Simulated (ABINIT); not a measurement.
Band-structure run, with input and output: Au (part 4 of 4)

Au (1 atom in the cell); Kohn-Sham DFT of a periodic cell, SCAN, JTH PAW PBE v2.0, no spin polarisation (ABINIT 10.8.3); cutoff 653.07 eV, 11×11×11 k-mesh, fermi-dirac of 0.05 eV. The structure derives from a Materials Project entry.

Geometry of the input (Å; fractional positions):
```
-1.6573  1.6573  1.6573
1.6573  -1.6573  1.6573
1.6573  1.6573  -1.6573
Au 0.0000  0.0000  0.0000
```

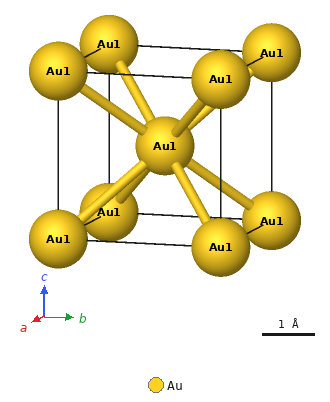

**Figure 1.** The structure (ball-and-stick view of the cell 2 times as large as that of the calculation, set on its symmetry axes, seen slightly off an axis; atoms are numbered from 1 in the order of the input). An atom can appear more than once, as a periodic image.

## Summary

```csv
quantity,value
outcome,converged
space group (tolerance 0.01 Å),Im-3m (229)
electrons treated,11
free energy,382.7402 eV
Fermi energy,6.383 eV
gap on the k-point mesh,none (metallic)
pressure,−7.15 GPa
largest force (length of the vector),under 0.001 eV/Å
wall time,2.1 min
peak memory,0.11 GiB
```

## Remarks

Spin–orbit coupling is left out, which matters for Au. The cell is under a tension of 7.1 GPa at this level, so it is not at its equilibrium volume.
